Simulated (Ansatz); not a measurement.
**Er: density, localisation and related maps**

Input

```
crystal:
  lattice:
    - [3.5588, 0.0, 0.0]
    - [-1.7794, 3.082011207, 0.0]
    - [0.0, 0.0, 5.5874]
  atoms:
    - { symbol: Er, position: [0.670056, 0.3441, 0.752887], spin: 3.0 }
    - { symbol: Er, position: [0.335195, 0.662397, 0.252737], spin: 3.0 }
hamiltonian:
  xc: pbesol
  pseudopotentials: { kind: paw }
magnetization:
  spin_polarized: true
kpoints:
  mp_grid: { grid: [9, 9, 5] }
scf:
  occupations: { method: fermi_dirac, width: 0.05 }
output:
  forces: true
  stress: true
  eigenvalues: true
  write_density: true
  write_potential: true
  elf: true
  volumetric_format: npy
```

Launched as:

```sh
ansatz run input.yaml --threads 2 --pin off --max-ram 5632MiB --backend cpu --events-out ev --progress --plain --runs-dir out
```

Below, planes, directions and counts refer to the conventional cell (a = 3.56 Å, b = 5.59 Å, c = 3.56 Å, α = 90.00°, β = 120.00°, γ = 90.00°).

Space group P2₁/m; changed on purpose from its base cell (atoms moved at random by about 0.05 A); the SCF solution may not be the lowest one; no Hubbard U on the f states and no spin–orbit coupling; the program warned that an open shell was started evenly filled; spin-polarised.

Level of theory: Kohn-Sham DFT of a periodic cell, PBEsol, Ansatz PAW (Ansatz).

The density is the valence pseudo-density of a PAW calculation; it isn't the true density close to the nuclei.

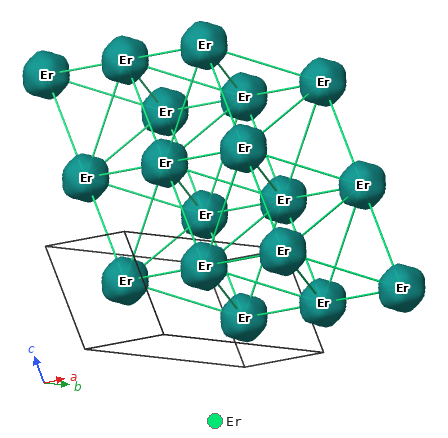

Figure 1. Isosurfaces of the spin density at +0.5 (teal) and −0.5 e/Å³ (pink), seen at an oblique angle. Sticks mark near contacts.

**Describe the spin distribution.**

The spin density sits on Er: +2.4 μB (×2) in one cell of 2 atoms: parallel moments (a ferromagnetic arrangement) in this solution. The cell of the calculation (2 atoms) carries 4.7 μB of net spin moment. Only one sign reaches the isovalue.

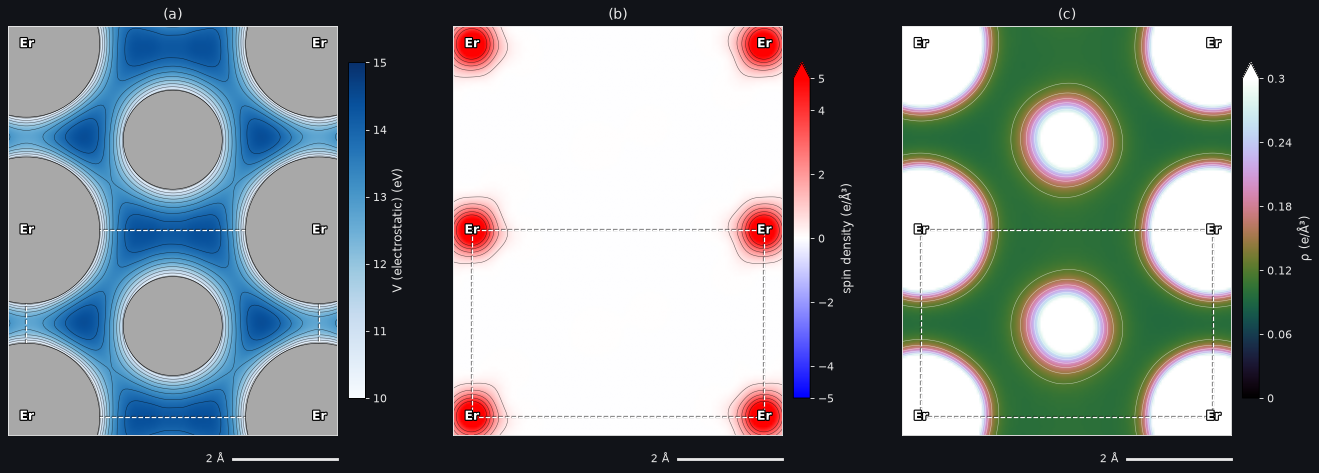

Figure 2. (a) electrostatic potential energy of an electron; (b) magnetisation density (up minus down); (c) valence pseudo-density on the (100) plane of the conventional cell. Grey discs cover the atomic cores in the potential map.

**What does the map show?**

- The plane passes through Er nuclei.
- Er–Er (3.56 Å): the density is about 0.1 e/Å³ at the midpoint.
- Between the atoms the lowest density in this plane is 0.09 e/Å³.
- Outside the cores the potential energy rises away from the atoms and is highest about 2.0 Å from the nearest atoms; its zero is arbitrary.
